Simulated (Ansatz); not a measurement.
# Calculations on C

Part 1: Relaxation

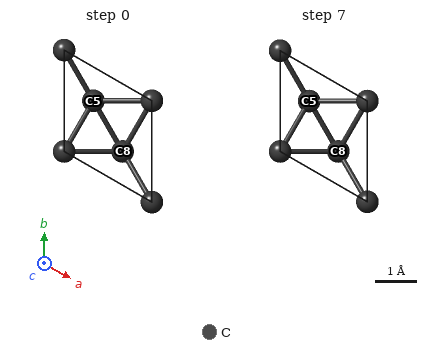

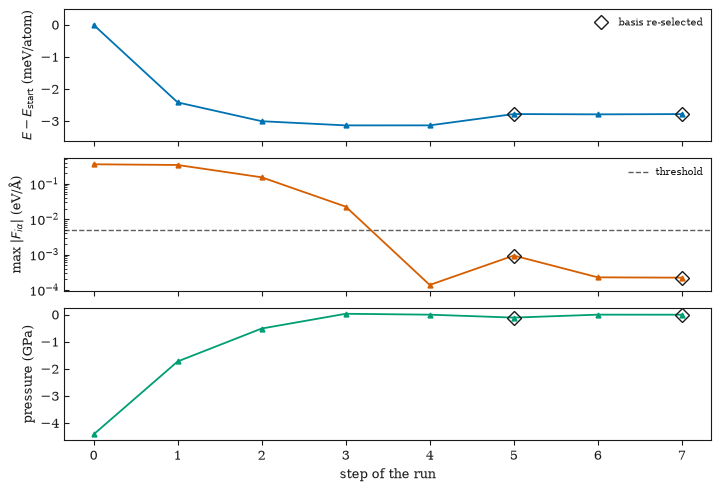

First and last geometry of a relaxation of solid C (set up in R-3m), with the history of the run. Style: ball-and-stick. Shown: the conventional cell (3 times the calculation's cell), along the c axis. Lengths and directions refer to the drawn axes.

These are results of DFT PBEsol, scalar-relativistic, plane waves, PAW in Ansatz, not measurements.

Input file:
```yaml
crystal:
  lattice:
    - [1.2610515868, 0.7280684731, 10.29643]
    - [-1.2610515868, 0.7280684731, 10.29643]
    - [0.0, -1.4561369462, 10.29643]
  atoms:
    - { symbol: C, position: [0.025, 0.025, 0.025] }
    - { symbol: C, position: [0.975, 0.975, 0.975] }
    - { symbol: C, position: [0.1083, 0.1083, 0.1083] }
    - { symbol: C, position: [0.8917, 0.8917, 0.8917] }
    - { symbol: C, position: [0.1583, 0.1583, 0.1583] }
    - { symbol: C, position: [0.8417, 0.8417, 0.8417] }
    - { symbol: C, position: [0.375, 0.375, 0.375] }
    - { symbol: C, position: [0.625, 0.625, 0.625] }
    - { symbol: C, position: [0.425, 0.425, 0.425] }
    - { symbol: C, position: [0.575, 0.575, 0.575] }
basis:
  ecutwfc: 420
kpoints:
  mp_grid: { grid: [12, 12, 12] }
hamiltonian:
  xc: pbesol
scf:
  occupations: { method: gaussian, width: 0.02 }
output:
  forces: true
  stress: true
  eigenvalues: true
  write_density: true
  write_potential: true
  elf: true
  volumetric_format: npy
relax:
  adjacent_minimum: "off"
  f_tol: 0.005
  max_steps: 80
  cell: { stress_tol: 0.05 }
```

Command:
```bash
ansatz run input.yaml --threads 2 --pin off --max-ram 5120MiB --backend cpu --events-out ev --progress --plain --runs-dir out
```

> What do the curves and the structures tell?

It converged. After 5 accepted moves (7 points after the start) the energy has fallen by 2.8 meV per atom. Largest force component: 0.36 eV/Å at the start, 0.00022 eV/Å at the end. The pressure goes from −4.42 to 0.00 GPa. At 2 points the geometry stayed and the basis and grid were re-selected for the new cell (energy shift of 0.4 meV per atom at most each time). The largest moves relative to the cell, 0.012 Å, are those of C3 and C4. C3 goes along +c. The drawn cell changes as follows: a = b 2.522 → 2.507 Å (−0.6 %), c 30.889 → 30.950 Å (+0.2 %); the volume changes by −1.0 %. Among the contacts that change: C7–C9 1.544 → 1.562 Å, C5–C6 1.545 → 1.536 Å, C1–C2 1.544 → 1.536 Å. The space group stays R-3m (No. 166).

```json
{"step": "0", "E − E(0), meV/atom": "0.00", "largest force component, eV/Å": "0.3564", "pressure, GPa": "-4.42", "volume, Å³/atom": "5.672", "note": ""}
{"step": "1", "E − E(0), meV/atom": "-2.42", "largest force component, eV/Å": "0.3406", "pressure, GPa": "-1.73", "volume, Å³/atom": "5.637", "note": ""}
{"step": "2", "E − E(0), meV/atom": "-3.00", "largest force component, eV/Å": "0.1529", "pressure, GPa": "-0.51", "volume, Å³/atom": "5.622", "note": ""}
{"step": "3", "E − E(0), meV/atom": "-3.13", "largest force component, eV/Å": "0.0227", "pressure, GPa": "0.03", "volume, Å³/atom": "5.616", "note": ""}
{"step": "4", "E − E(0), meV/atom": "-3.13", "largest force component, eV/Å": "0.0001", "pressure, GPa": "0.00", "volume, Å³/atom": "5.616", "note": ""}
{"step": "5", "E − E(0), meV/atom": "-2.78", "largest force component, eV/Å": "0.0009", "pressure, GPa": "-0.11", "volume, Å³/atom": "5.616", "note": "same geometry, new basis"}
{"step": "6", "E − E(0), meV/atom": "-2.79", "largest force component, eV/Å": "0.0002", "pressure, GPa": "0.00", "volume, Å³/atom": "5.615", "note": ""}
{"step": "7", "E − E(0), meV/atom": "-2.78", "largest force component, eV/Å": "0.0002", "pressure, GPa": "0.00", "volume, Å³/atom": "5.615", "note": "same geometry, new basis"}
```

Part 2: Relaxation

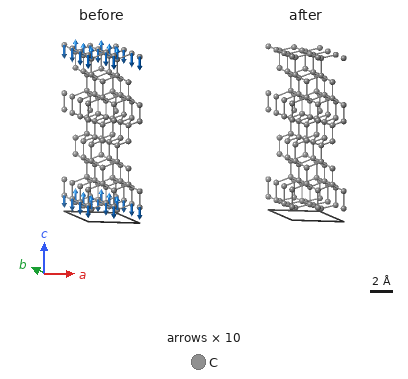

The structure of a slab of composition C (cut from the R-3m phase) before (left) and after (right) a relaxation, at one scale. The blue arrows give the displacements, 10 times their true length.

Style: ball-and-stick. Shown: the 2 × 3 repeat of the cell, outlined in the plane, without the vacuum, slightly off an axis.

Case: (0 0 1) slab, atoms relaxed. The slab is the (0 0 1) face of C.

Theory: DFT PBEsol, scalar-relativistic, plane waves, PAW in Ansatz.

The input:
```yaml
crystal:
  lattice:
    - [2.5068463377, 0.0, 0.0]
    - [-1.2534231689, 2.1709926118, 0.0]
    - [0.0, 0.0, 29.9393240022]
  atoms:
    - { symbol: C, position: [0.3333333333, 0.6666666667, 0.250506658] }
    - { symbol: C, position: [0.0, 0.0, 0.2677738495] }
    - { symbol: C, position: [0.0, 0.0, 0.3191271052] }
    - { symbol: C, position: [0.6666666667, 0.3333333333, 0.3362900195] }
    - { symbol: C, position: [0.6666666667, 0.3333333333, 0.3876432751] }
    - { symbol: C, position: [0.3333333333, 0.6666666667, 0.4049104666] }
    - { symbol: C, position: [0.3333333333, 0.6666666667, 0.457068086] }
    - { symbol: C, position: [0.6666666667, 0.3333333333, 0.4743407269] }
    - { symbol: C, position: [0.6666666667, 0.3333333333, 0.5256592731] }
    - { symbol: C, position: [0.0, 0.0, 0.542931914] }
    - { symbol: C, position: [0.0, 0.0, 0.5950895334] }
    - { symbol: C, position: [0.6666666667, 0.3333333333, 0.6123567249] }
    - { symbol: C, position: [0.6666666667, 0.3333333333, 0.6637099805] }
    - { symbol: C, position: [0.3333333333, 0.6666666667, 0.6808728948] }
    - { symbol: C, position: [0.3333333333, 0.6666666667, 0.7322261505] }
    - { symbol: C, position: [0.0, 0.0, 0.749493342] }
basis:
  ecutwfc: 420
kpoints:
  mp_grid: { grid: [12, 12, 1] }
hamiltonian:
  xc: pbesol
scf:
  occupations: { method: gaussian, width: 0.05 }
output:
  forces: true
  eigenvalues: true
  write_density: true
  write_potential: true
  elf: true
  volumetric_format: npy
relax:
  adjacent_minimum: "off"
  f_tol: 0.02
  max_steps: 60
efield:
  axis: 3
  dipole_correction: true
  ramp_width: 0.04
```

Command:
```bash
ansatz run input.yaml --threads 2 --pin off --max-ram 5120MiB --backend cpu --events-out ev --progress --plain --runs-dir out
```

Summarise the run.

The largest moves, 0.13 Å, are those of C1 and C16. C1 goes along the normal (+c). The lattice vectors keep their values. Near-neighbour distances that change, for instance: C14–C15 1.537 → 1.672 Å, C15–C16 1.537 → 1.471 Å, C12–C13 1.537 → 1.552 Å, C13–C14 1.536 → 1.527 Å. Among the angles between lasting bonds that change: C14–C15–C16 109.7° → 100.3°, C16–C15–C16 109.3° → 116.9°. After 4 accepted moves (5 points after the start) the energy has fallen by 1.118 eV per cell of the calculation. The largest force component goes from 4.8 to 0.0092 eV/Å. 1 step only repeated the SCF at the same geometry.

Part 3: A change

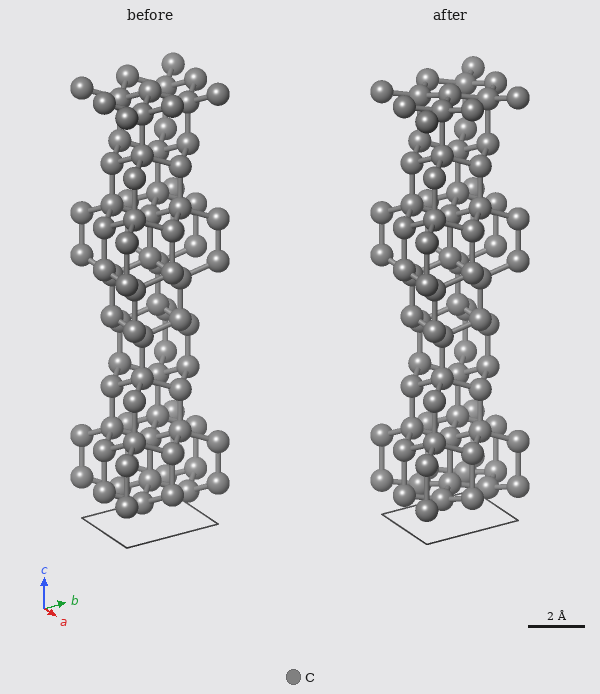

Left: a (0 0 1) slab of C as cut from the relaxed bulk. Right: the same structure after one change, at the same scale. A ball-and-stick model of the 2 × 2 repeat of the cell, outlined in the plane, without the vacuum, seen slightly off an axis.

Theory: DFT PBEsol, scalar-relativistic, plane waves, PAW (Ansatz). (plane-wave cutoff 420 eV; occupations gaussian; no spin polarisation) The k-mesh is chosen for each cell (12×12×12, 12×12×1). Smearing widths differ between the runs.

The atoms of the slab are relaxed at the bulk's in-plane cell.

And its effect?

The surface energy (mean of the two faces) falls from 7.71 to 6.05 J/m². The top spacing, between the C and C planes, goes from 0.52 to 0.26 Å (−49.2 %), the bottom one (C to C) from 0.52 to 0.26 Å (−49.2 %). The cell doesn't change. The largest moves relative to the layer's centre, 0.13 Å, are those of C atoms. Near-neighbour distances before and after: C–C 1.537 → 1.471 to 1.672 Å.
